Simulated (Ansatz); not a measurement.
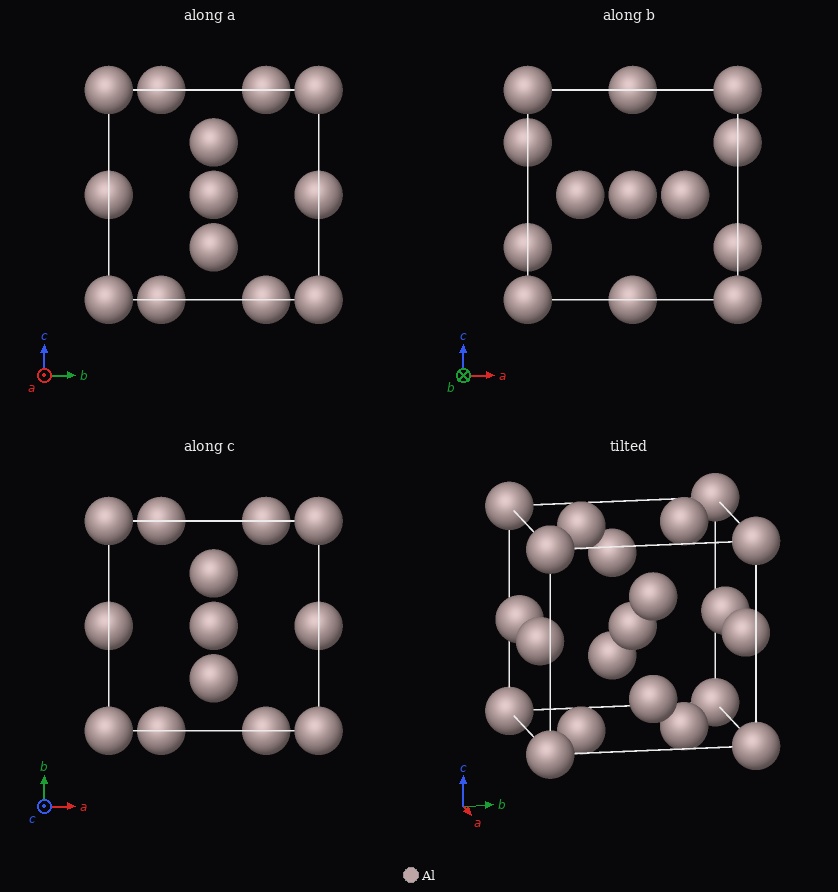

We look at a spheres-only model of the crystal along the a axis, along the b axis, along the c axis and slightly off an axis. The box is the conventional unit cell; atoms on or close to its faces, edges and corners are drawn wherever they repeat.

Lattice parameters: a = 5.2458 Å, b = 5.2458 Å, c = 5.2458 Å, α = 90.000°, β = 90.000°, γ = 90.000°.

### Put the structure into a CIF in P1 with every atom of the cell.

```cif
data_structure
_symmetry_space_group_name_H-M 'P 1'
_symmetry_Int_Tables_number 1
_cell_length_a 5.2458
_cell_length_b 5.2458
_cell_length_c 5.2458
_cell_angle_alpha 90.000
_cell_angle_beta 90.000
_cell_angle_gamma 90.000
_cell_volume 144.36
loop_
_atom_site_label
_atom_site_type_symbol
_atom_site_fract_x
_atom_site_fract_y
_atom_site_fract_z
_atom_site_occupancy
Al1 Al 0.0000 0.0000 0.0000 1
Al2 Al 0.5000 0.5000 0.5000 1
Al3 Al 0.2500 0.0000 0.5000 1
Al4 Al 0.7500 0.0000 0.5000 1
Al5 Al 0.5000 0.2500 0.0000 1
Al6 Al 0.5000 0.7500 0.0000 1
Al7 Al 0.0000 0.5000 0.2500 1
Al8 Al 0.0000 0.5000 0.7500 1
```

The initial geometry was a structure type filled with this element by a generator (whether the element takes this form wasn't checked). Earlier steps of the study may have refined or changed the cell and positions. It was the input of a calculation with Ansatz.
